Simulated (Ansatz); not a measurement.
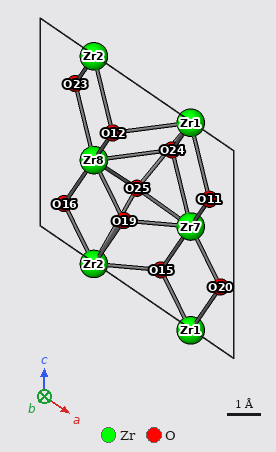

This is the input geometry for a relaxation of a defect cell of composition Zr$_{8}$O$_{17}$. Style: ball-and-stick. Shown: the cell of the calculation (origin shifted), along the b axis.

Case: O interstitial, charge +0, atoms relaxed.

The calculation used Ansatz 0.2.0, DFT PBE, scalar-relativistic, plane waves, PAW.

The input:
```yaml
crystal:
  lattice:
    - [0.0, -7.2420009861, 0.0]
    - [-7.2420009861, 0.0, 0.0]
    - [3.6210004931, 3.6210004931, -5.2824378565]
  atoms:
    - { symbol: Zr, position: [1.0, 0.5, 1.0] }
    - { symbol: Zr, position: [0.5, 0.5, 1.0] }
    - { symbol: Zr, position: [1.0, 1.0, 1.0] }
    - { symbol: Zr, position: [0.5, 1.0, 1.0] }
    - { symbol: Zr, position: [0.0, 0.0, 0.5] }
    - { symbol: Zr, position: [0.5, 0.0, 0.5] }
    - { symbol: Zr, position: [0.0, 0.5, 0.5] }
    - { symbol: Zr, position: [0.5, 0.5, 0.5] }
    - { symbol: O, position: [0.0964053074, 0.8464053074, 0.6928106148] }
    - { symbol: O, position: [0.5964053074, 0.8464053074, 0.6928106148] }
    - { symbol: O, position: [0.0964053074, 0.3464053074, 0.6928106148] }
    - { symbol: O, position: [0.5964053074, 0.3464053074, 0.6928106148] }
    - { symbol: O, position: [0.8464053074, 0.0964053074, 0.1928106148] }
    - { symbol: O, position: [0.3464053074, 0.0964053074, 0.1928106148] }
    - { symbol: O, position: [0.8464053074, 0.5964053074, 0.1928106148] }
    - { symbol: O, position: [0.3464053074, 0.5964053074, 0.1928106148] }
    - { symbol: O, position: [0.6535946926, 0.9035946926, 0.3071893852] }
    - { symbol: O, position: [0.1535946926, 0.9035946926, 0.3071893852] }
    - { symbol: O, position: [0.6535946926, 0.4035946926, 0.3071893852] }
    - { symbol: O, position: [0.1535946926, 0.4035946926, 0.3071893852] }
    - { symbol: O, position: [0.4035946926, 0.1535946926, 0.8071893852] }
    - { symbol: O, position: [0.9035946926, 0.1535946926, 0.8071893852] }
    - { symbol: O, position: [0.4035946926, 0.6535946926, 0.8071893852] }
    - { symbol: O, position: [0.9035946926, 0.6535946926, 0.8071893852] }
    - { symbol: O, position: [0.7222990479, 0.7391203402, 0.5067369097] }
basis:
  ecutwfc: 420
  xc_grid: 2
kpoints:
  mp_grid: { grid: [2, 2, 2], shift: [0.0, 0.0, 0.0] }
hamiltonian:
  xc: pbe
scf:
  occupations: { method: gaussian, width: 0.02 }
output:
  forces: true
  stress: false
  eigenvalues: true
relax:
  adjacent_minimum: "off"
  f_tol: 0.02
  max_steps: 60
```

Launched with:
```bash
ansatz run input.yaml --threads 4 --pin off --max-ram 8192MiB --backend cpu --events-out ev --progress --plain --runs-dir out
```

**Predict the outcome.**

After 17 accepted moves (19 points after the start) the energy has fallen by 3.770 eV per cell of the calculation. Largest force component: 2.9 eV/Å at the start, 0.0053 eV/Å at the end. The line search rejected the trial step at point 9 of the run. 1 step only repeated the SCF at the same geometry. The largest move is that of O25, 1.43 Å along [−2 1 2]. Largest moves by element: O 1.43 Å, Zr 0.46 Å. The lattice vectors keep their values. Among the contacts that change: Zr7–O25 2.657 → 4.118 Å, Zr3–O10 2.431 → 3.698 Å, Zr6–O21 2.431 → 3.519 Å, Zr8–O16 2.431 → 3.463 Å. Bonds break: Zr1–O18 (2.43 → 3.38 Å), Zr2–O11 (2.43 → 3.31 Å), Zr2–O25 (2.69 → 3.59 Å), Zr3–O10 (2.43 → 3.70 Å). Among the angles between lasting bonds that change: Zr6–O25–Zr8 97.5° → 142.1°, Zr4–O10–Zr6 109.1° → 140.3°, Zr2–O21–Zr5 109.1° → 131.2°. Cost: 110 s on 4 threads of Arm Neoverse V1, on a shared host, peak memory 1.1 GiB.

The end point in the same view:

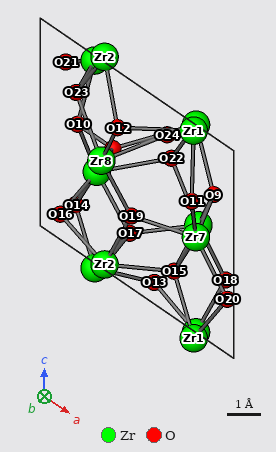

Limits of the set-up: the periodic images lie only 7.2 Å apart, so the values are limited by the cell's size.
